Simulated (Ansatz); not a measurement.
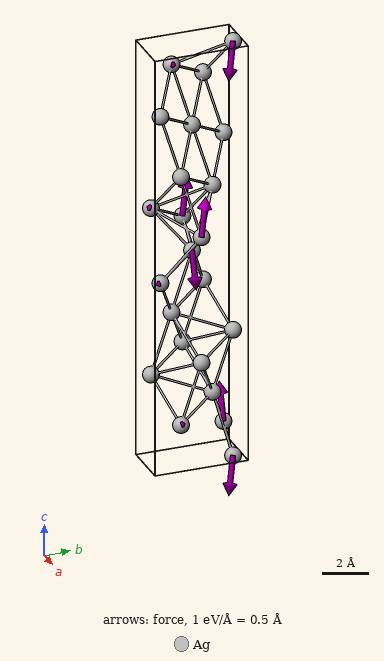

Starting geometry of an interface cell of composition Ag with the computed forces as purple arrows. The picture is a ball-and-stick view of the cell of the calculation (origin shifted), seen slightly off an axis.

Case: symmetric tilt boundary Sigma 5 (2 1 0), mirror between planes, shift [0.5, 0].

All numbers below come from DFT PBE, scalar-relativistic, plane waves, PAW in Ansatz 0.2.0. (plane-wave cutoff 420 eV; k-point mesh 10 × 10 × 2; occupations gaussian; smearing width 0.1 eV; no spin polarisation; cell relaxed at fixed a, b, alpha, beta, gamma; force threshold 0.02 eV/Å; at most 60 steps)

**Is this structure relaxed? If not, where do the atoms go?**

It isn't relaxed: the largest force vector, on Ag atoms, is 3.75 eV/Å. The atoms end up moving mostly along the starting forces (cosine between the two patterns 0.93). Over 4 accepted moves (5 points after the start) the energy falls by 2.117 eV per cell of the calculation. Largest force component: 3.7 eV/Å at the start, 0.001 eV/Å at the end. The pressure goes from 5.40 to 0.40 GPa. At 1 point the geometry stayed and the basis and grid were re-selected for the new cell (energy shift of 3.5 meV per cell of the calculation at most each time). The largest moves relative to the cell, 0.30 Å, are those of Ag atoms. The drawn cell changes as follows: a unchanged at 4.147 Å, b unchanged at 5.079 Å, c 18.847 → 19.354 Å (+2.7 %); the volume changes by +2.7 %. Some distances before and after: Ag–Ag 3.075 → 3.498 Å, Ag–Ag 2.337 → 2.691 Å, Ag–Ag 2.731 → 2.988 Å, Ag–Ag 2.932 → 2.795 Å. The run took 9.8 min on 4 threads of Arm Neoverse V2, on a shared host, peak memory 4.1 GiB.
